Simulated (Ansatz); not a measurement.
# Geometry relaxation of Zn24O25 (charge −2) (part 2 of 3)

The same run, continued: Zn24O25 (defect cell, 49 atoms in the cell, total charge −2); DFT PBE, scalar-relativistic, plane waves, PAW, no spin polarisation (Ansatz 0.2.0); cutoff 420 eV, 2×2×2 k-mesh, Gaussian smearing of 0.01 eV. The structure derives from a Materials Project entry. It belongs to a series of runs on one base structure; here: O interstitial, charge -2, atoms relaxed at the host's cell.

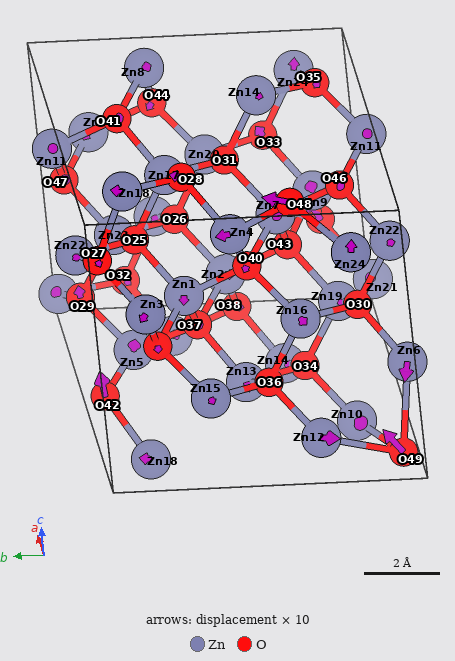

Figure 1. The starting structure with the displacements as pink arrows, magnified 10 times (ball-and-stick view of the cell of the calculation, seen at an oblique angle). The energy falls by 3.8 meV per atom in 4 geometry steps. Largest force component: 0.56 eV/Å at the start, 0.021 eV/Å at the end. O49 moves most: 0.085 Å. Largest moves by element: O 0.085 Å, Zn 0.059 Å. The cell doesn't change. Among the contacts that change: Zn10–O49 2.449 → 2.333 Å, Zn18–O42 2.130 → 2.183 Å, Zn10–O34 2.042 → 2.079 Å, Zn10–O46 2.031 → 2.056 Å. Among the angles that change: O42–Zn6–O45 130.3° → 136.9°, Zn10–O48–Zn24 96.2° → 91.9°, Zn4–O48–Zn10 121.7° → 125.6°. (Atoms are counted from 1 in the order of the input.)

```
SCF converged after 4 iterations
Free energy (F): -93831.883460 eV
Harris-Foulkes:  -93831.883460 eV  (|F-HF|=2.28e-9)
Internal energy: -93831.883460 eV  (E = F + TS)
E sigma→0 (E₀):  -93831.883460 eV
Fermi energy:    8.107379 eV
--- Per-component energies (eV) ---
  E_band       = 681.979976
  E_kinetic    = 7528.301024
  E_local      = -48893.277629  (includes V_loc(G=0)·N_el)
  E_nonlocal   = 16081.486579
  E_hartree    = 20077.326661
  E_xc         = -5126.621117
  E_vxc        = -3589.681808  (∫ρ·V_xc dr)
  E_paw        = -47930.215054  (= ΣΔE_a)
  E_vpaw       = -10599.550862  (= ΣTr[D̂ρ^β])
  E_aug_tail   = 0.052191  (compensation charges beyond the density's cutoff)
  E_ewald      = -35568.936117
  E_smearing   = -0.000000  (= −TS)
  E_closure    = 0.000000  (closes the sum)
  E_deformation_potential = -27.488674  (in the stress; not in F)
  Σ components = -93831.883460   (vs F -93831.883460, Δ=0.00e0)
--- Forces (eV/Å), atoms counted from 1 ---
  atom   1  Zn     0.00047885     0.00241297    -0.00009477
  atom   2  Zn     0.00185027    -0.00162118    -0.00009477
  atom   3  Zn     0.00212136     0.00016377    -0.00646889
  atom   4  Zn     0.00378795     0.00587611     0.00383173
  atom   5  Zn     0.00319488    -0.00621852     0.00383173
  atom   6  Zn    -0.00003540    -0.00070744     0.00944732
  atom   7  Zn    -0.00232912    -0.00079179    -0.00009477
  atom   8  Zn    -0.00091885    -0.00191904    -0.00646889
  atom   9  Zn    -0.00698284     0.00034241     0.00383173
  atom  10  Zn     0.00063037     0.00032306     0.00944732
  atom  11  Zn    -0.00120251     0.00175527    -0.00646889
  atom  12  Zn    -0.00059496     0.00038438     0.00944732
  atom  13  Zn    -0.00576815    -0.00178897     0.00638711
  atom  14  Zn    -0.00099764    -0.00463242     0.00269481
  atom  15  Zn     0.00451061     0.00145223     0.00269481
  atom  16  Zn     0.00443337    -0.00410088     0.00638711
  atom  17  Zn     0.00506301    -0.00095589     0.00273683
  atom  18  Zn    -0.00046167     0.00618218     0.02095946
  atom  19  Zn     0.00133478     0.00588985     0.00638711
  atom  20  Zn    -0.00170368     0.00486264     0.00273683
  atom  21  Zn     0.00558476    -0.00269127     0.02095946
  atom  22  Zn    -0.00351297     0.00318019     0.00269481
  atom  23  Zn    -0.00335933    -0.00390675     0.00273683
  atom  24  Zn    -0.00512309    -0.00349091     0.02095946
  atom  25  O      0.00004527    -0.00075983    -0.00045743
  atom  26  O     -0.00068067     0.00034071    -0.00045743
  atom  27  O     -0.00174971     0.00026304    -0.00611605
  atom  28  O     -0.00125337     0.01127421    -0.01108434
  atom  29  O      0.01039043    -0.00455165    -0.01108434
  atom  30  O      0.00039822    -0.00099420    -0.00457149
  atom  31  O      0.00063540     0.00041912    -0.00045743
  atom  32  O      0.00110266     0.00138377    -0.00611605
  atom  33  O     -0.00913706    -0.00672255    -0.01108434
  atom  34  O      0.00066189     0.00084197    -0.00457149
  atom  35  O      0.00064705    -0.00164681    -0.00611605
  atom  36  O     -0.00106011     0.00015223    -0.00457149
  atom  37  O      0.00118527     0.00153405    -0.00358814
  atom  38  O      0.00142737     0.00343004    -0.00532843
  atom  39  O     -0.00368419    -0.00047888    -0.00532843
  atom  40  O     -0.00192116     0.00025945    -0.00358814
  atom  41  O     -0.00205139     0.00222067    -0.00340865
  atom  42  O     -0.00040628     0.00001179    -0.00058627
  atom  43  O      0.00073589    -0.00179350    -0.00358814
  atom  44  O     -0.00089746    -0.00288689    -0.00340865
  atom  45  O      0.00021335     0.00034595    -0.00058627
  atom  46  O      0.00225682    -0.00295117    -0.00532843
  atom  47  O      0.00294885     0.00066622    -0.00340865
  atom  48  O      0.00019293    -0.00035774    -0.00058627
  atom  49  O     -0.00000000     0.00000000    -0.01295147
  max |Σ_I F_I| component: 1.07e-4 eV/Å
--- Charged-cell corrections in eV (Makov–Payne, q = -2.000 e, ε = [10.553, 10.553, 11.586]) ---
  F (periodic)     = -93831.883460  (uncorrected; the corrections below are reported, never added to it)
  E_corr1          = +0.894614  (monopole, q²α_M/2ε̄L, of the cell on which ε is isotropic)
  F Makov-Payne    = -93830.988847  (F + E_corr1; no measured alignment; for a localised charge, not one spread in a band: unchecked)
  no potential alignment in this run, which stands beside a crystal: run the host's input off ansatz write-host-input, and read the two finished runs by ansatz place-levels (neither reads a slab, a wire or a sheet, whose cell leaves a vacuum)
--- Band table (eV) ---
  k-point 0: bands = ["-10.9373", "-10.6631", "-10.6586", "-10.6343", "-10.5130", "-10.4758", "-10.4510", "-10.4063", "-10.4040", "-10.3932", ... 59 levels left out ..., "1.6039", "1.6047", "1.6206", "1.6361", "1.6548", "1.6622", "1.6936", "1.6953", "1.7422", "1.7498", "1.7803", "1.7932", "1.8289", "1.8513", "1.8658", "1.8727", "1.8868", "1.8930", "1.9186", "1.9734", "1.9890", "1.9931", "2.0145", "2.0720", "2.0744", "2.0905", "2.1415", "2.1600", "2.2035",
      "2.2275", "2.2389", "2.2461", "2.2686", "2.2701", "2.2784", "2.2931", "2.3109", "2.3123", "2.3255", "2.3339", "2.3470", "2.3605", "2.3698", "2.3762", "2.3948", "2.4104", "2.4172", "2.4267", "2.4559", "2.4665", "2.4705", "2.4842", "2.4861", "2.4981", "2.4986", "2.5105", "2.5189", "2.5282", "2.5407", "2.5546", "2.5557", "2.5872", "2.5895", "2.5910", "2.6189", "2.6204", "2.6554", "2.6679", "2.7078",
      "2.7186", "2.7292", "2.7363", "2.7798", "2.8007", "2.8016", "2.8238", "2.9660", "2.9673", "2.9930", "3.0459", "3.0758", "3.1071", "3.1684", "3.1789", "3.2116", "3.2919", "3.3775", "3.3924", "3.4190", "3.4438", "3.5973", "3.9075", "3.9150", "3.9688", "3.9982", "4.1549", "4.1967", "4.2451", "4.3741", "4.3780", "4.4006", "4.4243", "4.4546", "4.4964", "4.5464", "4.6668", "4.6670", "4.7573", "4.7953",
      "4.8085", "4.8944", "4.9676", "4.9855", "5.0423", "5.0875", "5.1480", "5.1877", "5.2157", "5.2685", "5.3143", "5.3675", "5.4069", "5.4241", "5.5634", "5.5685", "5.6661", "5.6705", "5.7057", "5.7445", "5.7815", "5.7857", "5.8149", "5.8318", "5.8645", "5.9308", "5.9602", "6.0118", "6.0913", "6.1699", "6.1788", "6.1983", "6.2319", "6.2735", "6.2830", "6.3596", "6.4428", "6.7239", "6.7390", "7.2145",
      "7.2616", "7.3815", "8.8332", "10.6971", "10.7232", "10.8060", "11.5100", "11.5751", "11.6060", "11.7820", "12.1673", "12.2301", "12.5399", "12.5841", "12.6427", "12.6486", "13.3314", "13.3385", "13.3694", "13.6270", "13.8750", "14.1579", "14.2005", "14.2967", "14.4096", "14.4287", "14.5810", "14.6331", "14.7593", "14.7600", "14.7937", "14.9376", "15.0001", "15.0258", "15.1130", "15.1359", "15.2741", "15.3919", "15.4583", "15.5114",
      "15.6668", "15.6997", "15.8352", "15.9308", "15.9901", "16.2158", "16.2359", "16.3016", "16.4548", "16.6359", "16.9540"]
  k-point 1: bands = ["-10.9182", "-10.6963", "-10.6683", "-10.6491", "-10.5080", "-10.4748", "-10.4594", "-10.4054", "-10.3815", "-10.3666", ... 59 levels left out ..., "1.5883", "1.6111", "1.6184", "1.6368", "1.6465", "1.6734", "1.6848", "1.7021", "1.7074", "1.7263", "1.7517", "1.7716", "1.7821", "1.7900", "1.8031", "1.8171", "1.8576", "1.8765", "1.9101", "1.9304", "1.9493", "1.9879", "1.9923", "2.0104", "2.0623", "2.0989", "2.1372", "2.1871", "2.2040",
      "2.2221", "2.2361", "2.2521", "2.2693", "2.2786", "2.2869", "2.2924", "2.3051", "2.3187", "2.3293", "2.3360", "2.3465", "2.3652", "2.3736", "2.3922", "2.4073", "2.4145", "2.4241", "2.4439", "2.4494", "2.4632", "2.4704", "2.4805", "2.4993", "2.5016", "2.5097", "2.5203", "2.5320", "2.5405", "2.5453", "2.5609", "2.5853", "2.5915", "2.5980", "2.6150", "2.6211", "2.6260", "2.6539", "2.6755", "2.7024",
      "2.7107", "2.7216", "2.7535", "2.7687", "2.7967", "2.8102", "2.8620", "2.9393", "3.0228", "3.0644", "3.1068", "3.1314", "3.1921", "3.2246", "3.2676", "3.3695", "3.3980", "3.4699", "3.5063", "3.5680", "3.5874", "3.6238", "3.6541", "3.6949", "3.7420", "3.7871", "3.9251", "4.1245", "4.1710", "4.2133", "4.2503", "4.3597", "4.4245", "4.5062", "4.5295", "4.5667", "4.6501", "4.6931", "4.7407", "4.8074",
      "4.8583", "4.9133", "4.9463", "5.0023", "5.0806", "5.1044", "5.1897", "5.2565", "5.2852", "5.3069", "5.3327", "5.4200", "5.4534", "5.5064", "5.5306", "5.5676", "5.6040", "5.6667", "5.6936", "5.7054", "5.7483", "5.7699", "5.8421", "5.8618", "5.8804", "5.9096", "5.9782", "6.0246", "6.0866", "6.1144", "6.1504", "6.2489", "6.2616", "6.2924", "6.3164", "6.3921", "6.4641", "6.6320", "6.6802", "7.2008",
      "7.3061", "7.3564", "9.0157", "10.4294", "10.4937", "10.6079", "11.3825", "11.7633", "11.7841", "12.1952", "12.2670", "12.6274", "12.6733", "12.7625", "12.7778", "12.9273", "12.9929", "13.1109", "13.2346", "13.4479", "13.5886", "13.9634", "13.9749", "14.0964", "14.1915", "14.3688", "14.4295", "14.5653", "14.6811", "14.7300", "14.8818", "15.0451", "15.0759", "15.1694", "15.2374", "15.2926", "15.3667", "15.3997", "15.4468", "15.5314",
      "15.5776", "15.6946", "15.7174", "15.8210", "16.0882", "16.2733", "16.4477", "16.6555", "16.8151", "16.9296", "16.9525"]
--- Relaxed structure (5 steps of the walk, 5 accepted, 0 SCFs on fresh bases) ---
  F+E_penalty+E_count = -93831.88346033 eV   max|allowed force component| = 2.096e-2 eV/Å
  atoms:
    - { symbol: Zn, position: [0.3323863522986723, 0.6699988300395006, 0.4876872553917987] }
    - { symbol: Zn, position: [0.6699988300395006, 0.4876872553917986, 0.3323863522986724] }
    - { symbol: Zn, position: [-0.001801552704632059, 0.8392131536012757, 0.6556362197985453] }
    - { symbol: Zn, position: [0.16978928770393503, 0.5274419246475341, 0.8230885410886619] }
    - { symbol: Zn, position: [0.5274419246475341, 0.8230885410886619, 0.16978928770393498] }
    - { symbol: Zn, position: [0.16342410251128958, 0.006701575925087244, 0.3160120423936026] }
    - { symbol: Zn, position: [0.4876872553917987, 0.33238635229867225, 0.6699988300395007] }
    - { symbol: Zn, position: [0.8392131536012757, 0.6556362197985454, -0.0018015527046322255] }
    - { symbol: Zn, position: [0.823088541088662, 0.16978928770393525, 0.5274419246475345] }
    - { symbol: Zn, position: [0.3160120423936026, 0.1634241025112896, 0.0067015759250873] }
    - { symbol: Zn, position: [0.6556362197985453, -0.00180155270463217, 0.8392131536012759] }
    - { symbol: Zn, position: [0.0067015759250873, 0.3160120423936026, 0.1634241025112896] }
    - { symbol: Zn, position: [0.3269734644796859, 0.5024977308658486, 0.16011789073333885] }
    - { symbol: Zn, position: [0.6582380166329542, 0.3321503355815494, -0.0009009231702534204] }
    - { symbol: Zn, position: [-0.0009009231702534204, 0.6582380166329542, 0.33215033558154944] }
    - { symbol: Zn, position: [0.16011789073333882, 0.3269734644796859, 0.5024977308658487] }
    - { symbol: Zn, position: [0.49764877783091804, 0.6717529430119136, 0.8296166578122611] }
    - { symbol: Zn, position: [0.1647276529154283, 0.853544793829466, 0.005997063048292006] }
    - { symbol: Zn, position: [0.5024977308658487, 0.1601178907333388, 0.3269734644796859] }
    - { symbol: Zn, position: [0.8296166578122611, 0.497648777830918, 0.6717529430119136] }
    - { symbol: Zn, position: [0.8535447938294659, 0.005997063048291951, 0.16472765291542837] }
    - { symbol: Zn, position: [0.3321503355815495, -0.0009009231702534759, 0.6582380166329542] }
    - { symbol: Zn, position: [0.6717529430119135, 0.8296166578122612, 0.497648777830918] }
    - { symbol: Zn, position: [0.00599706304829184, 0.16472765291542818, 0.853544793829466] }
    - { symbol: O, position: [0.46142331575792395, 0.7915909307699436, 0.6180220547178071] }
    - { symbol: O, position: [0.7915909307699439, 0.6180220547178072, 0.4614233157579241] }
    - { symbol: O, position: [0.12921718850265518, 0.955262704153659, 0.7740148034601712] }
    - { symbol: O, position: [0.2931015848277059, 0.6467309302636683, 0.9607147207654737] }
    - { symbol: O, position: [0.6467309302636683, 0.9607147207654738, 0.2931015848277059] }
    - { symbol: O, position: [0.2958632667065194, 0.12809038043864202, 0.4544582937880648] }
    - { symbol: O, position: [0.618022054717807, 0.46142331575792395, 0.7915909307699438] }
    - { symbol: O, position: [0.9552627041536588, 0.774014803460171, 0.12921718850265507] }
    - { symbol: O, position: [0.9607147207654736, 0.2931015848277057, 0.6467309302636682] }
    - { symbol: O, position: [0.4544582937880648, 0.2958632667065194, 0.12809038043864207] }
    - { symbol: O, position: [0.7740148034601709, 0.12921718850265496, 0.9552627041536588] }
    - { symbol: O, position: [0.12809038043864204, 0.4544582937880648, 0.29586326670651936] }
    - { symbol: O, position: [0.4668695177743801, 0.6186937227705835, 0.2897191319097026] }
    - { symbol: O, position: [0.7945128151992173, 0.4487604785652679, 0.12511185335950825] }
    - { symbol: O, position: [0.12511185335950825, 0.7945128151992173, 0.4487604785652679] }
    - { symbol: O, position: [0.2897191319097025, 0.46686951777438007, 0.6186937227705835] }
    - { symbol: O, position: [0.6336081406900087, 0.7836570775725474, 0.9552705047099201] }
    - { symbol: O, position: [0.33440482869595256, 0.9538975246654646, 0.1416024160835484] }
    - { symbol: O, position: [0.6186937227705835, 0.28971913190970255, 0.4668695177743801] }
    - { symbol: O, position: [0.9552705047099201, 0.6336081406900088, 0.7836570775725474] }
    - { symbol: O, position: [0.9538975246654646, 0.1416024160835483, 0.33440482869595245] }
    - { symbol: O, position: [0.4487604785652679, 0.12511185335950825, 0.7945128151992175] }
    - { symbol: O, position: [0.7836570775725474, 0.9552705047099201, 0.6336081406900088] }
    - { symbol: O, position: [0.1416024160835483, 0.33440482869595245, 0.9538975246654648] }
    - { symbol: O, position: [0.0653841220849913, 0.0653841220849913, 0.0653841220849913] }
```
